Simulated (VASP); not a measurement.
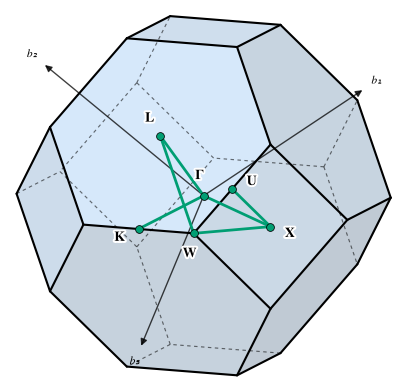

Crystal: GaSb, the geometry relaxed with VASP Kohn-Sham DFT of a periodic cell, PBE, VASP PAW PBE potentials, hard (VASP). The figure shows the first Brillouin zone with its special points and a band path. Geometry calculated from the standardised cell; symmetry tolerance 0.002 Å.

Labels and path follow the convention of Hinuma et al. (2017), as computed by seekpath; the arrows show the directions of the reciprocal primitive vectors b₁, b₂, b₃.

**Which Bravais lattice has this zone?**

A face-centred cubic lattice (cF; extended symbol cF2). The zone is a truncated octahedron in its combinatorial type: 14 faces (6 with 4 edges, 8 with 6 edges), 36 edges, 24 vertices.

**Write the standard path through the labelled points.**

Γ–X–U | K–Γ–L–W–X
